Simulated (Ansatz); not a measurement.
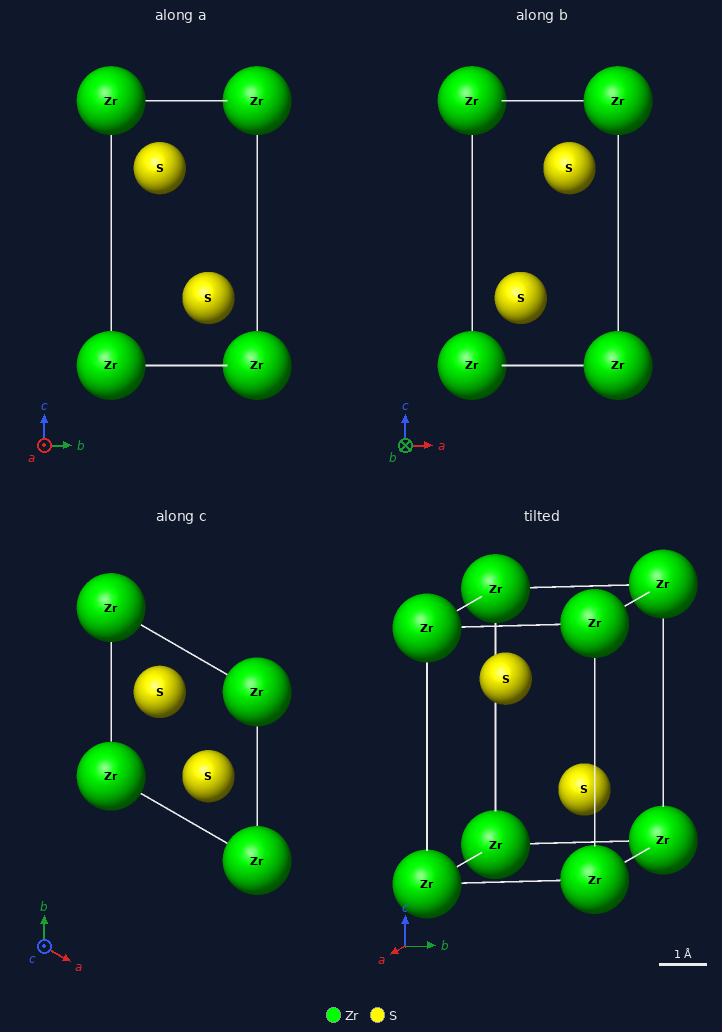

Crystal structure, spheres-only style, seen along the a axis, along the b axis, along the c axis and slightly off an axis. The conventional unit cell is outlined; an atom on or near a face, edge or corner is repeated at each equivalent position.

Lattice parameters: a = 3.6391 Å, b = 3.6391 Å, c = 5.7155 Å, α = 90.000°, β = 90.000°, γ = 120.000°.

From the views, write a CIF with its space group and independent sites, with free fractional coordinates to two decimals.

```cif
data_structure
_symmetry_space_group_name_H-M 'P -3 m 1'
_symmetry_Int_Tables_number 164
_cell_length_a 3.6391
_cell_length_b 3.6391
_cell_length_c 5.7155
_cell_angle_alpha 90.000
_cell_angle_beta 90.000
_cell_angle_gamma 120.000
_cell_volume 65.55
loop_
_atom_site_label
_atom_site_type_symbol
_atom_site_symmetry_multiplicity
_atom_site_Wyckoff_symbol
_atom_site_fract_x
_atom_site_fract_y
_atom_site_fract_z
_atom_site_occupancy
Zr1 Zr 1 a 0.00 0.00 0.00 1
S1 S 2 d 0.3333 0.6667 0.25 1
```

The structure was taken from a structure type filled with these elements by a generator (whether the compound takes this form wasn't checked). The geometry was optimised with DFT, PBE-D3(BJ), plane waves, PAW (Ansatz).
